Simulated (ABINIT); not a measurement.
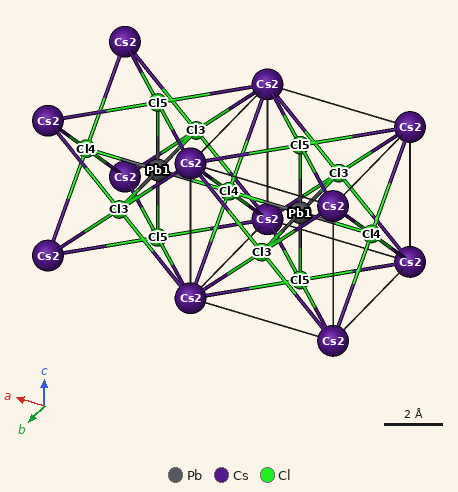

The structure as given in the input (ball-and-stick view of the cell of the calculation, repeated 2 × 1 × 1, seen at an oblique angle; atoms are numbered from 1 in the order of the input).

CsPbCl₃: single-point calculation

- system: CsPbCl₃ (Pm-3m, 5 atoms in the cell)
- method: Kohn-Sham DFT of a periodic cell, LDA, JTH PAW LDA v2.0, no spin polarisation (ABINIT 10.8.3)

The structure derives from an entry of the Crystallography Open Database.

Input file:
```
# Pseudopotentials
pp_dirpath "./"
pseudos "Pb.LDA_PW-JTH.xml, Cs.LDA_PW-JTH.xml, Cl.LDA_PW-JTH.xml"

# Structure
acell 5.605 5.605 5.605 Angstrom
rprim
     1.0000000000     0.0000000000     0.0000000000
     0.0000000000     1.0000000000     0.0000000000
     0.0000000000     0.0000000000     1.0000000000
ntypat 3
znucl 82 55 17
natom 5
typat 1 2 3 3 3
xred
     0.5000000000     0.5000000000     0.5000000000
     0.0000000000     0.0000000000     0.0000000000
     0.5000000000     0.0000000000     0.5000000000
     0.0000000000     0.5000000000     0.5000000000
     0.5000000000     0.5000000000     0.0000000000

# Plane-wave basis
ecut 680.284656 eV
pawecutdg 47.0

# k points
kptopt 1
ngkpt 2 2 2
nshiftk 1
shiftk 0.0 0.0 0.0

# Exchange and correlation
ixc 7

# Bands and occupations
nband 27
occopt 3
tsmear 0.05 eV

# SCF cycle
nstep 100
tolvrs 1.0e-9

# Output
iomode 3
prtwf 0
prtden 0
prteig 0
prtebands 0
```

Machine: 1 thread of Arm Neoverse V1, 24 GiB of memory available, shared host.

Launch command:
```bash
abinit run.abi > log 2>&1
```

The program's output:
```
.Version 10.8.3 of ABINIT
 Symmetries : space group Pm -3 m (#221); Bravais cP (primitive cubic)
================================================================================
 Values of the parameters that define the memory need of the present run
     intxc =       0    ionmov =       0      iscf =      17    lmnmax =      18
     lnmax =       6     mgfft =      48  mpssoang =       3    mqgrid =    3269
     natom =       5  nloc_mem =       2    nspden =       1   nspinor =       1
    nsppol =       1      nsym =      48    n1xccc =       1    ntypat =       3
    occopt =       3   xclevel =       1
       mpw =        3562          nfft =      110592          nkpt =           4
 PAW method is used; the additional fine FFT grid is defined by:
   mgfftf=        72    nfftf =    373248
================================================================================
================================================================================

--------------------------------------------------------------------------------
------------- Echo of variables that govern the present computation ------------
--------------------------------------------------------------------------------
 -outvars: echo values of preprocessed input variables --------
            acell      1.0591914936E+01  1.0591914936E+01  1.0591914936E+01 Bohr
              amu      2.07200000E+02  1.32905430E+02  3.54527000E+01
             ecut      2.50000000E+01 Hartree
              ixc           7
         kptrlatt        2    0    0      0    2    0      0    0    2
          kptrlen      2.11838299E+01
            natom           5
            nband          27
            ngfft          48      48      48
          ngfftdg          72      72      72
             nkpt           4
            nstep         100
             nsym          48
           ntypat           3
           occopt           3
        pawecutdg      4.70000000E+01 Hartree
           prtden           0
        prtebands           0
           prteig           0
            prtwf           0
          spgroup         221
           tolvrs      1.00000000E-09
           tsmear      1.83746611E-03 Hartree
            typat      1  2  3  3  3
           useylm           1
           xangst      2.8025000000E+00  2.8025000000E+00  2.8025000000E+00
                       0.0000000000E+00  0.0000000000E+00  0.0000000000E+00
                       2.8025000000E+00  0.0000000000E+00  2.8025000000E+00
                       0.0000000000E+00  2.8025000000E+00  2.8025000000E+00
                       2.8025000000E+00  2.8025000000E+00  0.0000000000E+00
            xcart      5.2959574679E+00  5.2959574679E+00  5.2959574679E+00
                       0.0000000000E+00  0.0000000000E+00  0.0000000000E+00
                       5.2959574679E+00  0.0000000000E+00  5.2959574679E+00
                       0.0000000000E+00  5.2959574679E+00  5.2959574679E+00
                       5.2959574679E+00  5.2959574679E+00  0.0000000000E+00
             xred      5.0000000000E-01  5.0000000000E-01  5.0000000000E-01
                       0.0000000000E+00  0.0000000000E+00  0.0000000000E+00
                       5.0000000000E-01  0.0000000000E+00  5.0000000000E-01
                       0.0000000000E+00  5.0000000000E-01  5.0000000000E-01
                       5.0000000000E-01  5.0000000000E-01  0.0000000000E+00
            znucl       82.00000   55.00000   17.00000

================================================================================

 chkinp: Checking input parameters for consistency.

================================================================================
== DATASET  1 ==================================================================

--- !DatasetInfo
iteration_state: {dtset: 1, }
dimensions: {natom: 5, nkpt: 4, mband: 27, nsppol: 1, nspinor: 1, nspden: 1, mpw: 3562, }
cutoff_energies: {ecut:  25.0, pawecutdg:  47.0, }
electrons: {nelect:   4.40000000E+01, charge:   0.00000000E+00, occopt:   3.00000000E+00, tsmear:   1.83746611E-03, }
meta: {optdriver: 0, ionmov: 0, optcell: 0, iscf: 17, paral_kgb: 0, }
...

 Exchange-correlation functional for the present dataset will be:
  LDA: Perdew-Wang 92 LSD fit to Ceperley-Alder data - ixc=7
  J.P.Perdew and Y.Wang, PRB 45, 13244 (1992)

 Real(R)+Recip(G) space primitive vectors, cartesian coordinates (Bohr,Bohr^-1):
 R(1)= 10.5919149  0.0000000  0.0000000  G(1)=  0.0944116  0.0000000  0.0000000
 R(2)=  0.0000000 10.5919149  0.0000000  G(2)=  0.0000000  0.0944116  0.0000000
 R(3)=  0.0000000  0.0000000 10.5919149  G(3)=  0.0000000  0.0000000  0.0944116
 Unit cell volume ucvol=  1.1882928E+03 bohr^3
 Angles (23,13,12)=  9.00000000E+01  9.00000000E+01  9.00000000E+01 degrees

 Coarse grid specifications (used for wave-functions):

 getcut: wavevector=  0.0000  0.0000  0.0000  ngfft=  48  48  48
         ecut(hartree)=     25.000   => boxcut(ratio)=   2.01341

 Fine grid specifications (used for densities):

 getcut: wavevector=  0.0000  0.0000  0.0000  ngfft=  72  72  72
         ecut(hartree)=     47.000   => boxcut(ratio)=   2.20264

 getcut : COMMENT -
  Note that boxcut > 2.2 ; recall that boxcut=Gcut(box)/Gcut(sphere) = 2
  is sufficient for exact treatment of convolution.
  Such a large boxcut is a waste : you could raise ecut
  e.g. ecut=   57.006684 Hartrees makes boxcut=2

--- Pseudopotential description ------------------------------------------------
- pspini: atom type   1  psp file is ./Pb.LDA_PW-JTH.xml
 Pseudopotential format is: paw10
 basis_size (lnmax)=  6 (lmn_size= 18), orbitals=   0   0   1   1   2   2
 Spheres core radius: rc_sph= 2.40264019
 Shapefunction is BESSEL type: shapef(r,l)=aa(1,l)*jl(q(1,l)*r)+aa(2,l)*jl(q(2,l)*r)
 Radius for shape functions =  2.00872932
 Compensation charge density is not taken into account in XC energy/potential

- pspini: atom type   2  psp file is ./Cs.LDA_PW-JTH.xml
 Pseudopotential format is: paw10
 basis_size (lnmax)=  6 (lmn_size= 18), orbitals=   0   0   1   1   2   2
 Spheres core radius: rc_sph= 2.20660278
 Shapefunction is SIN type: shapef(r)=[sin(pi*r/rshp)/(pi*r/rshp)]**2
 Radius for shape functions =  2.00394208
 Compensation charge density is not taken into account in XC energy/potential

- pspini: atom type   3  psp file is ./Cl.LDA_PW-JTH.xml
 Pseudopotential format is: paw10
 basis_size (lnmax)=  4 (lmn_size=  8), orbitals=   0   0   1   1
 Spheres core radius: rc_sph= 1.80364889
 Shapefunction is SIN type: shapef(r)=[sin(pi*r/rshp)/(pi*r/rshp)]**2
 Radius for shape functions =  1.25423680
 Compensation charge density is not taken into account in XC energy/potential

   3.89613426E+03                                ecore*ucvol(ha*bohr**3)
--------------------------------------------------------------------------------

================================================================================

--- !BeginCycle
iteration_state: {dtset: 1, }
solver: {iscf: 17, nstep: 100, nline: 4, wfoptalg: 10, }
tolerances: {tolvrs: 1.00E-09, }
...

     iter   Etot(hartree)      deltaE(h)  residm     nres2
 ETOT  1  -124.49491697578    -1.245E+02 1.774E+00 2.913E+01
 ETOT  2  -127.98457504027    -3.490E+00 1.407E-01 5.675E+01
 ETOT  3  -127.81338982217     1.712E-01 4.882E-02 1.986E+01
 ETOT  4  -127.75999599199     5.339E-02 1.708E-02 7.052E+00
 ETOT  5  -127.74764410265     1.235E-02 1.469E-02 3.837E+00
 ETOT  6  -127.73349070741     1.415E-02 7.064E-03 1.430E+00
 ETOT  7  -127.72839559750     5.095E-03 3.886E-03 9.596E-02
 ETOT  8  -127.72912122625    -7.256E-04 9.531E-04 1.088E-01
 ETOT  9  -127.72857430737     5.469E-04 6.349E-04 5.111E-03
 ETOT 10  -127.72860138875    -2.708E-05 1.193E-04 4.853E-03
 ETOT 11  -127.72859065055     1.074E-05 3.825E-05 1.651E-04
 ETOT 12  -127.72858997618     6.744E-07 1.317E-04 9.018E-05
 ETOT 13  -127.72858967642     2.998E-07 1.417E-05 1.029E-05
 ETOT 14  -127.72858959077     8.564E-08 6.284E-05 1.787E-06
 ETOT 15  -127.72858958955     1.220E-09 7.101E-06 1.519E-06
 ETOT 16  -127.72858958650     3.052E-09 3.915E-05 4.090E-07
 ETOT 17  -127.72858958560     8.990E-10 4.449E-06 2.347E-08
 ETOT 18  -127.72858958546     1.384E-10 2.476E-05 3.533E-09
 ETOT 19  -127.72858958559    -1.266E-10 2.743E-06 9.538E-10

 At SCF step   19       nres2   =  9.54E-10 < tolvrs=  1.00E-09 =>converged.

 Cartesian components of stress tensor (hartree/bohr^3)
  sigma(1 1)= -1.83009082E-06  sigma(3 2)=  0.00000000E+00
  sigma(2 2)= -1.83009082E-06  sigma(3 1)=  0.00000000E+00
  sigma(3 3)= -1.83009082E-06  sigma(2 1)=  0.00000000E+00

--- !ResultsGS
iteration_state: {dtset: 1, }
comment   : Summary of ground state results
lattice_vectors:
- [ 10.5919149,   0.0000000,   0.0000000, ]
- [  0.0000000,  10.5919149,   0.0000000, ]
- [  0.0000000,   0.0000000,  10.5919149, ]
lattice_lengths: [  10.59191,   10.59191,   10.59191, ]
lattice_angles: [ 90.000,  90.000,  90.000, ] # degrees, (23, 13, 12)
lattice_volume:   1.1882928E+03
convergence: {deltae: -1.266E-10, res2:  9.538E-10, residm:  2.743E-06, diffor: null, }
etotal    :  -1.27728590E+02
entropy   :   0.00000000E+00
fermie    :   9.25993080E-02
cartesian_stress_tensor: # hartree/bohr^3
- [ -1.83009082E-06,   0.00000000E+00,   0.00000000E+00, ]
- [  0.00000000E+00,  -1.83009082E-06,   0.00000000E+00, ]
- [  0.00000000E+00,   0.00000000E+00,  -1.83009082E-06, ]
pressure_GPa:   5.3843E-02
xred      :
- [  5.0000E-01,   5.0000E-01,   5.0000E-01, Pb]
- [  0.0000E+00,   0.0000E+00,   0.0000E+00, Cs]
- [  5.0000E-01,   0.0000E+00,   5.0000E-01, Cl]
- [  0.0000E+00,   5.0000E-01,   5.0000E-01, Cl]
- [  5.0000E-01,   5.0000E-01,   0.0000E+00, Cl]
cartesian_forces: # hartree/bohr
- [ -0.00000000E+00,  -0.00000000E+00,  -0.00000000E+00, ]
- [ -0.00000000E+00,  -0.00000000E+00,  -0.00000000E+00, ]
- [ -0.00000000E+00,  -0.00000000E+00,  -0.00000000E+00, ]
- [ -0.00000000E+00,  -0.00000000E+00,  -0.00000000E+00, ]
- [ -0.00000000E+00,  -0.00000000E+00,  -0.00000000E+00, ]
force_length_stats: {min:   0.00000000E+00, max:   0.00000000E+00, mean:   0.00000000E+00, }
...

 Integrated electronic density in atomic spheres:
 ------------------------------------------------
 Atom  Sphere_radius  Integrated_density
    1        2.40264         11.31955661
    2        2.20660          5.32306573
    3        1.80365          4.36950484
    4        1.80365          4.36950484
    5        1.80365          4.36950484

================================================================================

 ----iterations are completed or convergence reached----

 Mean square residual over all n,k,spin=   37.563E-09; max=  27.429E-07
 reduced coordinates (array xred) for    5 atoms
       0.500000000000      0.500000000000      0.500000000000
       0.000000000000      0.000000000000      0.000000000000
       0.500000000000      0.000000000000      0.500000000000
       0.000000000000      0.500000000000      0.500000000000
       0.500000000000      0.500000000000      0.000000000000
 rms dE/dt=  0.0000E+00; max dE/dt=  0.0000E+00; dE/dt below (all hartree)
    1       0.000000000000      0.000000000000      0.000000000000
    2       0.000000000000      0.000000000000      0.000000000000
    3       0.000000000000      0.000000000000      0.000000000000
    4       0.000000000000      0.000000000000      0.000000000000
    5       0.000000000000      0.000000000000      0.000000000000

 cartesian coordinates (angstrom) at end:
    1      2.80250000000000     2.80250000000000     2.80250000000000
    2      0.00000000000000     0.00000000000000     0.00000000000000
    3      2.80250000000000     0.00000000000000     2.80250000000000
    4      0.00000000000000     2.80250000000000     2.80250000000000
    5      2.80250000000000     2.80250000000000     0.00000000000000

 cartesian forces (hartree/bohr) at end:
    1     -0.00000000000000    -0.00000000000000    -0.00000000000000
    2     -0.00000000000000    -0.00000000000000    -0.00000000000000
    3     -0.00000000000000    -0.00000000000000    -0.00000000000000
    4     -0.00000000000000    -0.00000000000000    -0.00000000000000
    5     -0.00000000000000    -0.00000000000000    -0.00000000000000
 frms,max,avg= 0.0000000E+00 0.0000000E+00   0.000E+00  0.000E+00  0.000E+00 h/b

 cartesian forces (eV/Angstrom) at end:
    1     -0.00000000000000    -0.00000000000000    -0.00000000000000
    2     -0.00000000000000    -0.00000000000000    -0.00000000000000
    3     -0.00000000000000    -0.00000000000000    -0.00000000000000
    4     -0.00000000000000    -0.00000000000000    -0.00000000000000
    5     -0.00000000000000    -0.00000000000000    -0.00000000000000
 frms,max,avg= 0.0000000E+00 0.0000000E+00   0.000E+00  0.000E+00  0.000E+00 e/A
 length scales= 10.591914935713 10.591914935713 10.591914935713 bohr
              =  5.605000000000  5.605000000000  5.605000000000 angstroms
 Fermi (or HOMO) energy (hartree) =   0.09260   Average Vxc (hartree)=  -0.30514
 Eigenvalues (hartree) for nkpt=   4  k points:
 kpt#   1, nband= 27, wtk=  0.12500, kpt=  0.0000  0.0000  0.0000 (reduced coord)
  -0.71989   -0.55582   -0.55582   -0.54737   -0.54737   -0.54737   -0.48819   -0.45466
  -0.45466   -0.23233   -0.23233   -0.23233   -0.18977   -0.10856   -0.10856   -0.10856
  -0.02995   -0.02995   -0.02995   -0.02576   -0.02576   -0.02576    0.17313    0.21219
   0.21219    0.24724    0.24724
      occupation numbers for kpt#   1
   2.00000    2.00000    2.00000    2.00000    2.00000    2.00000    2.00000    2.00000
   2.00000    2.00000    2.00000    2.00000    2.00000    2.00000    2.00000    2.00000
   2.00000    2.00000    2.00000    2.00000    2.00000    2.00000    0.00000    0.00000
   0.00000    0.00000    0.00000
 prteigrs : prtvol=0 or 1, do not print more k-points.

--- !EnergyTerms
iteration_state     : {dtset: 1, }
comment             : Components of total free energy in Hartree
kinetic             :  2.96555884920052E+01
hartree             :  3.96871811184488E+01
xc                  : -2.85641171803742E+01
Ewald energy        : -8.74707109854898E+01
psp_core            :  3.27876629075147E+00
local_psp           : -1.23498525123470E+02
PAW spherical_terms :  3.91832186608702E+01
internal            : -1.27728598727258E+02
'-kT*entropy'       : -1.75639942068077E-09
total_energy        : -1.27728598729015E+02
total_energy_eV     : -3.47567223467313E+03
...

--- !EnergyTermsDC
iteration_state     : {dtset: 1, }
comment             : '"Double-counting" decomposition of free energy'
band_energy         : -1.23529609037183E+01
Ewald energy        : -8.74707109854898E+01
psp_core            :  3.27876629075147E+00
xc_dc               : -4.59160742845684E+01
PAW spherical_terms :  1.47323902991907E+01
internal            : -1.27728589583834E+02
'-kT*entropy'       : -1.75639942068077E-09
total_energy_dc     : -1.27728589585591E+02
total_energy_dc_eV  : -3.47567198586790E+03
...

--- !EnergyTermsWithPAWCore
iteration_state     : {dtset: 1, }
comment             : 'Components of total free energy, including PAW core contributions'
Total energy        : -3.00325660904653E+04
Total energy DC     : -3.00325660813219E+04
Total energy (eV)   : -8.17227755845603E+05
Total energy DC (eV): -8.17227755596798E+05
...

 Cartesian components of stress tensor (hartree/bohr^3)
  sigma(1 1)= -1.83009082E-06  sigma(3 2)=  0.00000000E+00
  sigma(2 2)= -1.83009082E-06  sigma(3 1)=  0.00000000E+00
  sigma(3 3)= -1.83009082E-06  sigma(2 1)=  0.00000000E+00

-Cartesian components of stress tensor (GPa)         [Pressure=  5.3843E-02 GPa]
- sigma(1 1)= -5.38431307E-02  sigma(3 2)=  0.00000000E+00
- sigma(2 2)= -5.38431307E-02  sigma(3 1)=  0.00000000E+00
- sigma(3 3)= -5.38431307E-02  sigma(2 1)=  0.00000000E+00

== END DATASET(S) ==============================================================
================================================================================

 -outvars: echo values of variables after computation  --------
            acell      1.0591914936E+01  1.0591914936E+01  1.0591914936E+01 Bohr
           etotal     -1.2772858959E+02
            fcart     -0.0000000000E+00 -0.0000000000E+00 -0.0000000000E+00
                      -0.0000000000E+00 -0.0000000000E+00 -0.0000000000E+00
                      -0.0000000000E+00 -0.0000000000E+00 -0.0000000000E+00
                      -0.0000000000E+00 -0.0000000000E+00 -0.0000000000E+00
                      -0.0000000000E+00 -0.0000000000E+00 -0.0000000000E+00
           strten     -1.8300908158E-06 -1.8300908158E-06 -1.8300908158E-06
                       0.0000000000E+00  0.0000000000E+00  0.0000000000E+00
           xangst      2.8025000000E+00  2.8025000000E+00  2.8025000000E+00
                       0.0000000000E+00  0.0000000000E+00  0.0000000000E+00
                       2.8025000000E+00  0.0000000000E+00  2.8025000000E+00
                       0.0000000000E+00  2.8025000000E+00  2.8025000000E+00
                       2.8025000000E+00  2.8025000000E+00  0.0000000000E+00
             xred      5.0000000000E-01  5.0000000000E-01  5.0000000000E-01
                       0.0000000000E+00  0.0000000000E+00  0.0000000000E+00
                       5.0000000000E-01  0.0000000000E+00  5.0000000000E-01
                       0.0000000000E+00  5.0000000000E-01  5.0000000000E-01
                       5.0000000000E-01  5.0000000000E-01  0.0000000000E+00
 Calculation completed.
```

Results in brief:

| quantity | value |
| --- | --- |
| outcome | converged |
| space group (tolerance 0.01 Å) | Pm-3m (221) |
| electrons treated | 44 |
| free energy | −3475.6720 eV |
| Fermi energy | 2.520 eV |
| gap on the k-point mesh | 1.66 eV |
| pressure | 0.05 GPa |
| largest force (length of the vector) | under 0.001 eV/Å |
| wall time | 27 s |
| peak memory | 0.16 GiB |

Remarks:

Spin–orbit coupling is left out, which matters for Pb.
